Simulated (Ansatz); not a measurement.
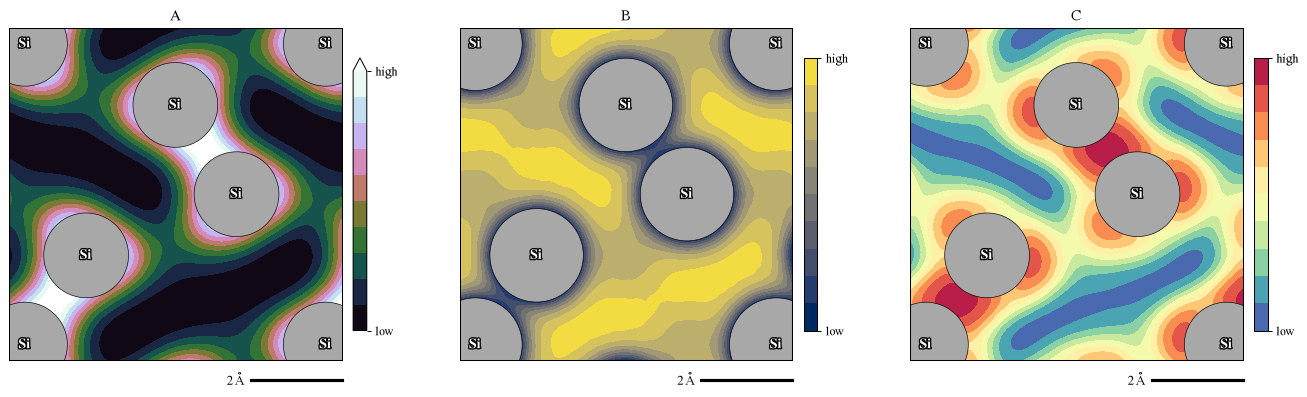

Si: 3 fields on the (100) plane of the conventional cell, with unlabelled colour scales. Grey discs cover the atomic cores.

Space group Ia-3.

The calculation used Ansatz 0.2.0, DFT, PBEsol, plane-wave PAW, default files, scalar-relativistic, frozen cores.

### The panels show electron localisation function, electrostatic potential energy of an electron and valence pseudo-density in some order. Assign them.

Panel A: valence pseudo-density. Panel B: electrostatic potential energy of an electron (low next to the atoms, rising into the space between them). Panel C: electron localisation function. From the grid: Si–Si (2.39 Å): the density is about 0.53 e/Å³ at the midpoint; the ELF peaks at about 0.95 between the atoms.
